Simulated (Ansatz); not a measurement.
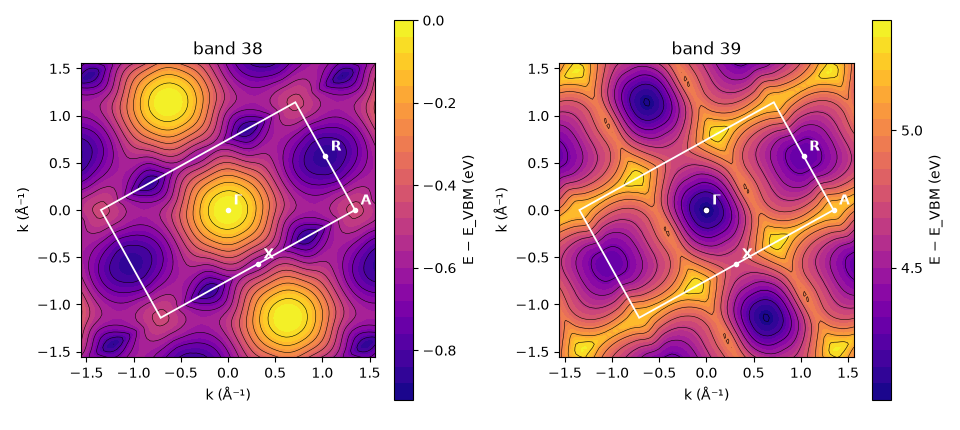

Two bands of HfO2 (space group P4_2/mnm, No. 136) over the plane through Γ, A and R: the highest mostly filled and the lowest mostly empty one.

All numbers here come from Ansatz 0.2.0, DFT PBE, scalar-relativistic, plane waves, PAW; levels and slopes on a dense k mesh at the converged density. No spin polarisation. Mesh 20×20×30, interpolated with the band slopes. Cell and positions as given, without relaxation (residual pressure 9 GPa). The cell comes from a database of computed structures, not from a measurement.

Question: Give both levels and their distance at the named points.

Answer:
```json
{"point": "Γ", "lower band (eV)": "0.00", "upper band (eV)": "4.04", "distance (eV)": "4.04"}
{"point": "A", "lower band (eV)": "−0.46", "upper band (eV)": "5.21", "distance (eV)": "5.68"}
{"point": "R", "lower band (eV)": "−0.86", "upper band (eV)": "4.26", "distance (eV)": "5.12"}
{"point": "X", "lower band (eV)": "−0.64", "upper band (eV)": "4.72", "distance (eV)": "5.35"}
```

Question: Where are the band edges of the whole zone?

Answer: The valence band has one maximum at Γ, principal masses 2.02, 2.02 and 2.39 mₑ; the conduction band has one minimum at Γ, principal masses 0.62, 0.80 and 0.80 mₑ. The gap is direct, 4.04 eV at this level of theory, which underestimates gaps and can reorder valleys that lie close.

Spin-orbit coupling, left out here, can change the gap, its kind, the place of the band edges and the masses, since the compound holds Hf.
